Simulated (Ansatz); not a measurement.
**Geometry relaxation, with input and output: Sn3O4 (part 2 of 2)**

The same run, continued: Sn3O4 (P2/c, 14 atoms in the cell); DFT PBE, scalar-relativistic, plane waves, PAW, no spin polarisation (Ansatz 0.2.0); cutoff 420 eV, 6×6×6 k-mesh, Gaussian smearing of 0.1 eV. The structure derives from a Materials Project entry.

Geometry of the input (Å; fractional positions):
```
7.1913  0.0000  0.0000
0.0000  5.8539  0.0000
-0.0125  0.0000  6.1036
Sn 0.7995  0.4993  0.2415
Sn 0.2005  0.4993  0.2585
Sn 0.2005  0.5007  0.7585
Sn 0.7995  0.5007  0.7415
Sn 0.5000  0.0000  0.0000
Sn 0.5000  0.0000  0.5000
O  0.7111  0.2813  0.9913
O  0.2889  0.2813  0.5087
O  0.2889  0.7187  0.0087
O  0.7111  0.7187  0.4913
O  0.2711  0.2674  0.0079
O  0.7289  0.2674  0.4921
O  0.7289  0.7326  0.9921
O  0.2711  0.7326  0.5079
```

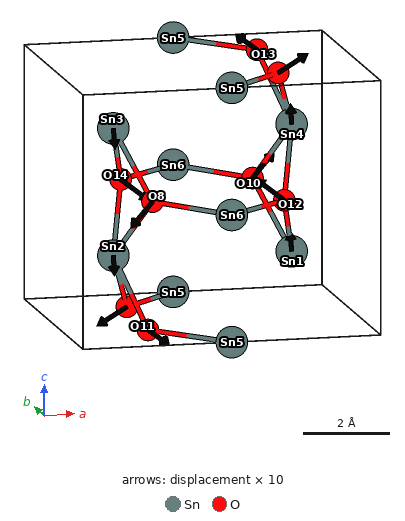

Fig. 1: The starting structure with the displacements as black arrows, magnified 10 times (ball-and-stick view of the cell of the calculation, seen slightly off an axis). The largest moves relative to the cell, 0.094 Å, are those of O7, O8, O9 and O10. Largest moves by element: O 0.094 Å, Sn 0.052 Å. The volume changes by −0.2 %, with a 7.191 → 7.196 Å (+0.1 %), b 5.854 → 5.845 Å (−0.1 %), c 6.104 → 6.099 Å (−0.1 %), β 90.1° → 90.0°. Among the contacts that change: Sn5–O11 2.272 → 2.253 Å, Sn1–O12 2.108 → 2.096 Å, Sn5–O7 2.241 → 2.252 Å, Sn1–Sn2 2.885 → 2.893 Å. Among the angles that change: O8–Sn3–O9 144.6° → 148.5°, Sn4–Sn3–O9 109.2° → 105.7°, O11–Sn3–O14 152.1° → 148.7°. The space group (tolerance 0.01 Å) goes from P2/c (No. 13) to Pmmm (No. 47). After 5 geometry steps the energy has fallen by 2.1 meV per atom. Largest force component: 0.11 eV/Å at the start, 0.0022 eV/Å at the end. Pressure: −0.31 GPa at the start and −0.01 GPa at the end. The line search rejected the trial step at point 2 (counted from 0) and went back. A last SCF at the same geometry on a re-selected plane-wave basis shifts the energy by +0.1 meV per atom. (Atoms are counted from 1 in the order of the input.)

```
basis re-selected at this cell: Δ(F+E_penalty+E_count) = +1.221e-3 eV, ΔP = -0.007 GPa vs the last step (what re-selecting the basis moved, of the pressure what is left beyond the Pulay correction that the steps carried, after the strain that the cell walked since its last selection, with what the two solves' SCF thresholds leave and, on support functions, any second-order correction that the steps lacked; it is no measure of the basis error at this ecutwfc). This SCF's stress stands 2.10e-2 GPa from its target on what of the cell is left free (relax.cell.stress_tol is 5.00e-2 GPa) and its largest allowed force component is 2.16e-3 eV/Å (relax.f_tol is 5.00e-3 eV/Å): within both
SCF converged after 5 iterations
Free energy (F): -40681.211507 eV
Harris-Foulkes:  -40681.211507 eV  (|F-HF|=1.46e-11)
Internal energy: -40681.210386 eV  (E = F + TS)
E sigma→0 (E₀):  -40681.210946 eV
Entropy (-TS):   -0.001121 eV (-0.080 meV/atom)
Fermi energy:    7.043514 eV
--- Per-component energies (eV) ---
  E_band       = -849.393614
  E_kinetic    = 2518.024127
  E_local      = -10865.283424  (includes V_loc(G=0)·N_el)
  E_nonlocal   = 199.677663
  E_hartree    = 5540.578872
  E_xc         = -2873.095290
  E_vxc        = -1315.722776  (∫ρ·V_xc dr)
  E_paw        = -26114.591286  (= ΣΔE_a)
  E_vpaw       = -2467.266115  (= ΣTr[D̂ρ^β])
  E_aug_tail   = 0.019185  (compensation charges beyond the density's cutoff)
  E_ewald      = -9086.540234
  E_smearing   = -0.001121  (= −TS)
  E_closure    = 0.000000  (closes the sum)
  Σ components = -40681.211507   (vs F -40681.211507, Δ=0.00e0)
--- Forces (eV/Å), atoms counted from 1 ---
  atom   1  Sn     0.00033121     0.00000504     0.00002553
  atom   2  Sn    -0.00033121     0.00000504    -0.00002553
  atom   3  Sn    -0.00033121    -0.00000504    -0.00002553
  atom   4  Sn     0.00033121    -0.00000504     0.00002553
  atom   5  Sn     0.00000000     0.00000000     0.00000000
  atom   6  Sn    -0.00000000     0.00000000     0.00000000
  atom   7  O     -0.00117235    -0.00211924    -0.00007884
  atom   8  O      0.00117235    -0.00211924     0.00007884
  atom   9  O      0.00117235     0.00211924     0.00007884
  atom  10  O     -0.00117235     0.00211924    -0.00007884
  atom  11  O      0.00216349    -0.00151024     0.00005270
  atom  12  O     -0.00216349    -0.00151024    -0.00005270
  atom  13  O     -0.00216349     0.00151024    -0.00005270
  atom  14  O      0.00216349     0.00151024     0.00005270
  max |Σ_I F_I| component: 2.17e-19 eV/Å
--- Stress (GPa, compression-positive) ---
       -0.008310       0.000000       0.005506
        0.000000       0.003188      -0.000000
        0.005506      -0.000000      -0.018565
  P = ⅓ Tr σ = -0.0079 GPa (-0.079 kbar)
--- Band table (eV; the first three rows and the last of 80) ---
  k-point 0: bands = ["-14.9659", "-14.9467", "-14.8553", "-14.7133", "-14.5867", "-14.4745", "-14.4455", "-14.4349", "-14.3855", "-14.3440", "-14.3359", "-14.2940", "-14.2712", "-14.2615", "-14.2439", "-14.2400", "-14.2071", "-14.1882", "-14.1027", "-14.0699", "-13.9553", "-13.9493", "-13.8937", "-13.7936", "-13.7904", "-13.7737", "-13.7603", "-13.6730", "-13.6712", "-13.6322", "-11.6511", "-11.3850", "-11.0110", "-10.9184", "-10.7748", "-10.3639", "-9.6336", "-9.2923", "-2.2476", "-1.2132", "-0.2352", "-0.0950", "0.0563", "1.2546", "1.4710", "1.9354", "2.2207", "2.2754", "2.4041", "3.3740", "3.6652", "3.7787", "3.8570", "3.9072", "3.9907", "4.3300", "4.6921", "4.7391", "4.9219", "4.9722", "5.0912", "5.3752", "5.4547", "5.6408", "6.6779", "6.7320", "7.1769", "7.4288", "9.6870", "9.7098", "9.8071", "10.6255", "11.1381", "12.7123", "12.7623", "12.8914", "13.2262", "13.5116", "13.7814", "13.9879"]
  k-point 1: bands = ["-14.9330", "-14.9129", "-14.8255", "-14.6787", "-14.5835", "-14.4667", "-14.4530", "-14.4486", "-14.4305", "-14.3378", "-14.3357", "-14.3103", "-14.3009", "-14.2657", "-14.2427", "-14.2425", "-14.2160", "-14.1933", "-14.1283", "-14.1035", "-13.9405", "-13.9332", "-13.8954", "-13.7857", "-13.7826", "-13.7727", "-13.7612", "-13.6813", "-13.6793", "-13.6535", "-11.6139", "-11.3567", "-11.0612", "-10.9536", "-10.6929", "-10.2892", "-9.7077", "-9.3632", "-2.1696", "-1.1613", "-0.1714", "-0.1412", "0.0754", "1.2947", "1.4058", "2.0736", "2.3284", "2.3624", "2.3655", "3.3161", "3.5076", "3.5857", "3.6959", "3.9046", "4.0352", "4.6333", "4.6418", "4.6591", "4.6987", "4.8033", "5.1108", "5.3556", "5.4672", "5.6277", "5.6886", "7.1069", "7.7556", "8.0465", "9.7977", "9.8560", "9.9506", "10.6588", "11.2517", "12.5641", "12.6109", "12.8777", "13.2475", "13.5075", "13.9822", "14.0392"]
  k-point 2: bands = ["-14.8398", "-14.8173", "-14.7481", "-14.5955", "-14.5879", "-14.5517", "-14.5371", "-14.4546", "-14.4429", "-14.3543", "-14.3425", "-14.3387", "-14.3073", "-14.2651", "-14.2543", "-14.2493", "-14.2202", "-14.2160", "-14.1912", "-14.1757", "-13.9241", "-13.9008", "-13.8735", "-13.7701", "-13.7640", "-13.7638", "-13.7611", "-13.7120", "-13.7038", "-13.7015", "-11.5089", "-11.2778", "-11.1918", "-11.0462", "-10.4755", "-10.0887", "-9.9102", "-9.5565", "-1.9432", "-1.2554", "-0.0535", "0.0436", "0.1183", "1.0548", "1.4990", "2.4210", "2.4668", "2.4686", "2.7567", "2.7612", "3.2101", "3.2358", "3.7732", "3.8229", "4.0501", "4.1575", "4.5074", "4.5126", "4.5345", "4.5949", "5.1618", "5.3026", "5.5005", "5.5924", "5.7189", "6.8617", "8.4498", "9.5396", "9.6341", "10.1773", "10.5938", "10.7787", "11.6050", "12.1574", "12.4023", "12.7791", "12.9768", "13.3058", "13.5790", "13.7823"]
  k-point 79: bands = ["-14.6836", "-14.6836", "-14.6766", "-14.6766", "-14.6658", "-14.6658", "-14.4916", "-14.4916", "-14.4045", "-14.4045", "-14.3443", "-14.3443", "-14.2644", "-14.2644", "-14.2582", "-14.2582", "-14.2579", "-14.2579", "-14.2076", "-14.2076", "-13.9662", "-13.9662", "-13.7709", "-13.7709", "-13.7662", "-13.7662", "-13.7349", "-13.7349", "-13.7313", "-13.7313", "-11.2150", "-11.2150", "-10.9543", "-10.9543", "-10.2769", "-10.2769", "-10.1766", "-10.1766", "-0.6049", "-0.6049", "0.1221", "0.1221", "0.2045", "0.2045", "1.8950", "1.8950", "2.3745", "2.3745", "2.7432", "2.7432", "2.9404", "2.9404", "3.4566", "3.4566", "3.6733", "3.6733", "3.6739", "3.6739", "4.7776", "4.7776", "4.9044", "4.9044", "6.0143", "6.0143", "6.8797", "6.8797", "9.1155", "9.1155", "11.2715", "11.2715", "11.4561", "11.4561", "11.7193", "11.7193", "11.8214", "11.8214", "12.4664", "12.4664", "13.0090", "13.0090"]
--- Relaxed structure (6 steps of the walk, 5 accepted, 1 SCFs on fresh bases) ---
  F+E_penalty+E_count = -40681.21150681 eV   max|allowed force component| = 2.163e-3 eV/Å   (the final SCF, on the basis selected at the relaxed cell)
  cell:  # Å, volume = 256.5465 Å³
    - [7.196484313553643, 0.0, 0.006635810890647592]
    - [0.0, 5.845367416554256, 0.0]
    - [-0.006895502973758409, 0.0, 6.098646581887853]
  atoms:
    - { symbol: Sn, position: [0.7989685332003188, 0.5000002815870066, 0.25001716666744267] }
    - { symbol: Sn, position: [0.20103146679968123, 0.5000002815870066, 0.24998283333255725] }
    - { symbol: Sn, position: [0.2010314667996812, 0.499999718412993, 0.7499828333325569] }
    - { symbol: Sn, position: [0.7989685332003187, 0.499999718412993, 0.7500171666674427] }
    - { symbol: Sn, position: [0.4999999999999999, 4.2333687585147444e-20, 2.168404344971009e-19] }
    - { symbol: Sn, position: [0.49999999999999994, 4.2333687585147444e-20, 0.49999999999999983] }
    - { symbol: O, position: [0.7200340225349604, 0.2739681733282508, 1.0000024877840994] }
    - { symbol: O, position: [0.27996597746503965, 0.2739681733282508, 0.4999975122159002] }
    - { symbol: O, position: [0.2799659774650396, 0.726031826671749, -2.4877840996045996e-6] }
    - { symbol: O, position: [0.7200340225349603, 0.726031826671749, 0.5000024877840996] }
    - { symbol: O, position: [0.2797176760287323, 0.27377342464212684, -1.9187389511949975e-6] }
    - { symbol: O, position: [0.7202823239712676, 0.27377342464212684, 0.5000019187389511] }
    - { symbol: O, position: [0.7202823239712676, 0.7262265753578732, 1.000001918738951] }
    - { symbol: O, position: [0.2797176760287323, 0.7262265753578732, 0.49999808126104867] }
```

### Trajectory as extended XYZ (Å, eV, eV/Å), 7 frames, from step=1 to step=7
```
14
Lattice="7.1913 0.0000 0.0000 0.0000 5.8539 0.0000 -0.0125 0.0000 6.1036" Properties=species:S:1:pos:R:3:forces:R:3 step=1 energy=-40681.18307 pressure_GPa=-0.31
Sn    5.7464    2.9230    1.4739   -0.1054   0.0162   0.0388
Sn    1.4386    2.9230    1.5779    0.1054   0.0162  -0.0388
Sn    1.4324    2.9309    4.6297    0.1054  -0.0162  -0.0388
Sn    5.7401    2.9309    4.5257   -0.1054  -0.0162   0.0388
Sn    3.5957    0.0000    0.0000    0.0000   0.0000   0.0000
Sn    3.5894    0.0000    3.0518    0.0000   0.0000   0.0000
O     5.1017    1.6466    6.0504    0.0518  -0.0052   0.0549
O     2.0709    1.6466    3.1050   -0.0518  -0.0052  -0.0549
O     2.0771    4.2073    0.0532   -0.0518   0.0052  -0.0549
O     5.1079    4.2073    2.9986    0.0518   0.0052   0.0549
O     1.9495    1.5654    0.0480    0.0234   0.0380  -0.0420
O     5.2355    1.5654    3.0038   -0.0234   0.0380   0.0420
O     5.2293    4.2885    6.0556   -0.0234  -0.0380   0.0420
O     1.9432    4.2885    3.0998    0.0234  -0.0380  -0.0420
14
Lattice="7.2205 0.0000 -0.0290 0.0000 5.8544 0.0000 -0.0372 0.0000 6.0961" Properties=species:S:1:pos:R:3:forces:R:3 step=2 energy=-40681.18470 pressure_GPa=-0.22
Sn    5.7449    2.9255    1.5348    0.2204   0.0048   0.0022
Sn    1.4570    2.9255    1.4842   -0.2204   0.0048  -0.0022
Sn    1.4384    2.9289    4.5323   -0.2204  -0.0048  -0.0022
Sn    5.7263    2.9289    4.5829    0.2204  -0.0048   0.0022
Sn    3.6102    0.0000   -0.0145    0.0000   0.0000   0.0000
Sn    3.5917    0.0000    3.0335    0.0000   0.0000   0.0000
O     5.0992    1.6390    6.1043    0.0155  -0.0167  -0.0453
O     2.0656    1.6390    3.0108   -0.0155  -0.0167   0.0453
O     2.0841    4.2154   -0.0372   -0.0155   0.0167   0.0453
O     5.1178    4.2154    3.0562    0.0155   0.0167  -0.0453
O     1.9764    1.5700   -0.0394    0.0415   0.0257   0.0429
O     5.2255    1.5700    3.0585   -0.0415   0.0257  -0.0429
O     5.2069    4.2844    6.1065   -0.0415  -0.0257  -0.0429
O     1.9578    4.2844    3.0086    0.0415  -0.0257   0.0429
14
Lattice="7.0878 0.0000 0.0026 0.0000 5.8457 0.0000 -0.0101 0.0000 6.1239" Properties=species:S:1:pos:R:3:forces:R:3 step=3 energy=-40681.17080 pressure_GPa=1.01 accepted=F
Sn    5.6496    2.9221    1.5417    0.3681   0.0039   0.0020
Sn    1.4331    2.9221    1.5229   -0.3681   0.0039  -0.0020
Sn    1.4281    2.9236    4.5848   -0.3681  -0.0039  -0.0020
Sn    5.6445    2.9236    4.6036    0.3681  -0.0039   0.0020
Sn    3.5439    0.0000    0.0013    0.0000   0.0000   0.0000
Sn    3.5388    0.0000    3.0633    0.0000   0.0000   0.0000
O     5.1049    1.6133    6.1337   -0.2251  -0.1719  -0.0137
O     1.9676    1.6133    3.0547    0.2251  -0.1719   0.0137
O     1.9727    4.2324   -0.0072    0.2251   0.1719   0.0137
O     5.1100    4.2324    3.0718   -0.2251   0.1719  -0.0137
O     1.9398    1.5922   -0.0079    0.2389  -0.1528   0.0119
O     5.1429    1.5922    3.0725   -0.2389  -0.1528  -0.0119
O     5.1379    4.2535    6.1344   -0.2389   0.1528  -0.0119
O     1.9347    4.2535    3.0540    0.2389   0.1528   0.0119
14
Lattice="7.1841 0.0000 0.0021 0.0000 5.8516 0.0000 -0.0107 0.0000 6.0982" Properties=species:S:1:pos:R:3:forces:R:3 step=4 energy=-40681.20835 pressure_GPa=0.03
Sn    5.7364    2.9245    1.5292    0.0146   0.0058   0.0058
Sn    1.4424    2.9245    1.5220   -0.0146   0.0058  -0.0058
Sn    1.4370    2.9271    4.5711   -0.0146  -0.0058  -0.0058
Sn    5.7310    2.9271    4.5783    0.0146  -0.0058   0.0058
Sn    3.5920    0.0000    0.0010    0.0000   0.0000   0.0000
Sn    3.5867    0.0000    3.0502    0.0000   0.0000   0.0000
O     5.1266    1.6283    6.1019   -0.0002  -0.0244  -0.0072
O     2.0415    1.6283    3.0476    0.0002  -0.0244   0.0072
O     2.0468    4.2232   -0.0015    0.0002   0.0244   0.0072
O     5.1319    4.2232    3.0527   -0.0002   0.0244  -0.0072
O     1.9713    1.5790   -0.0029    0.0357   0.0134   0.0064
O     5.2074    1.5790    3.0541   -0.0357   0.0134  -0.0064
O     5.2021    4.2726    6.1032   -0.0357  -0.0134  -0.0064
O     1.9660    4.2726    3.0463    0.0357  -0.0134   0.0064
14
Lattice="7.1942 0.0000 0.0064 0.0000 5.8467 0.0000 -0.0071 0.0000 6.0993" Properties=species:S:1:pos:R:3:forces:R:3 step=5 energy=-40681.21261 pressure_GPa=-0.00
Sn    5.7458    2.9234    1.5303   -0.0039  -0.0003  -0.0001
Sn    1.4449    2.9234    1.5257    0.0039  -0.0003   0.0001
Sn    1.4413    2.9233    4.5753    0.0039   0.0003   0.0001
Sn    5.7422    2.9233    4.5800   -0.0039   0.0003  -0.0001
Sn    3.5971    0.0000    0.0032    0.0000   0.0000   0.0000
Sn    3.5936    0.0000    3.0528    0.0000   0.0000   0.0000
O     5.1671    1.6055    6.1042    0.0068  -0.0036  -0.0002
O     2.0165    1.6055    3.0511   -0.0068  -0.0036   0.0002
O     2.0200    4.2412    0.0015   -0.0068   0.0036   0.0002
O     5.1706    4.2412    3.0545    0.0068   0.0036  -0.0002
O     2.0084    1.5980    0.0015   -0.0006   0.0007   0.0005
O     5.1823    1.5980    3.0545    0.0006   0.0007  -0.0005
O     5.1787    4.2487    6.1042    0.0006  -0.0007  -0.0005
O     2.0048    4.2487    3.0511   -0.0006  -0.0007   0.0005
14
Lattice="7.1965 0.0000 0.0066 0.0000 5.8454 0.0000 -0.0069 0.0000 6.0986" Properties=species:S:1:pos:R:3:forces:R:3 step=6 energy=-40681.21273 pressure_GPa=-0.00
Sn    5.7480    2.9227    1.5301    0.0004   0.0000   0.0000
Sn    1.4450    2.9227    1.5259   -0.0004   0.0000   0.0000
Sn    1.4415    2.9227    4.5752   -0.0004   0.0000   0.0000
Sn    5.7446    2.9227    4.5794    0.0004   0.0000   0.0000
Sn    3.5982    0.0000    0.0033    0.0000   0.0000   0.0000
Sn    3.5948    0.0000    3.0526    0.0000   0.0000   0.0000
O     5.1748    1.6014    6.1034   -0.0012  -0.0022   0.0000
O     2.0113    1.6014    3.0512    0.0012  -0.0022   0.0000
O     2.0148    4.2439    0.0018    0.0012   0.0022   0.0000
O     5.1783    4.2439    3.0541   -0.0012   0.0022   0.0000
O     2.0130    1.6003    0.0018    0.0022  -0.0015   0.0000
O     5.1801    1.6003    3.0541   -0.0022  -0.0015   0.0000
O     5.1766    4.2451    6.1034   -0.0022   0.0015   0.0000
O     2.0095    4.2451    3.0512    0.0022   0.0015   0.0000
14
Lattice="7.1965 0.0000 0.0066 0.0000 5.8454 0.0000 -0.0069 0.0000 6.0986" Properties=species:S:1:pos:R:3:forces:R:3 step=7 energy=-40681.21151 pressure_GPa=-0.01
Sn    5.7480    2.9227    1.5301    0.0003   0.0000   0.0000
Sn    1.4450    2.9227    1.5259   -0.0003   0.0000   0.0000
Sn    1.4415    2.9227    4.5752   -0.0003   0.0000   0.0000
Sn    5.7446    2.9227    4.5794    0.0003   0.0000   0.0000
Sn    3.5982    0.0000    0.0033    0.0000   0.0000   0.0000
Sn    3.5948    0.0000    3.0526    0.0000   0.0000   0.0000
O     5.1748    1.6014    6.1034   -0.0012  -0.0021  -0.0001
O     2.0113    1.6014    3.0512    0.0012  -0.0021   0.0001
O     2.0148    4.2439    0.0018    0.0012   0.0021   0.0001
O     5.1783    4.2439    3.0541   -0.0012   0.0021  -0.0001
O     2.0130    1.6003    0.0018    0.0022  -0.0015   0.0001
O     5.1801    1.6003    3.0541   -0.0022  -0.0015  -0.0001
O     5.1766    4.2451    6.1034   -0.0022   0.0015  -0.0001
O     2.0095    4.2451    3.0512    0.0022   0.0015   0.0001
```

### Summary

| quantity | value |
| --- | --- |
| outcome | converged |
| space group (tolerance 0.01 Å) | P2/c (13) → Pmmm (47) |
| electrons treated | 132 |
| free energy | −40681.2115 eV |
| Fermi energy | 7.044 eV |
| gap on the k-point mesh | none (metallic) |
| pressure | −0.01 GPa |
| final volume | 256.55 Å³ |
| largest force (length of the vector) at the end | 0.003 eV/Å |
| final cell | a = 7.196 Å, b = 5.845 Å, c = 6.099 Å, α = 90.00°, β = 90.01°, γ = 90.00° |
| wall time | 4.4 min (CPU time 17 min) |
| peak memory | 1.5 GiB |
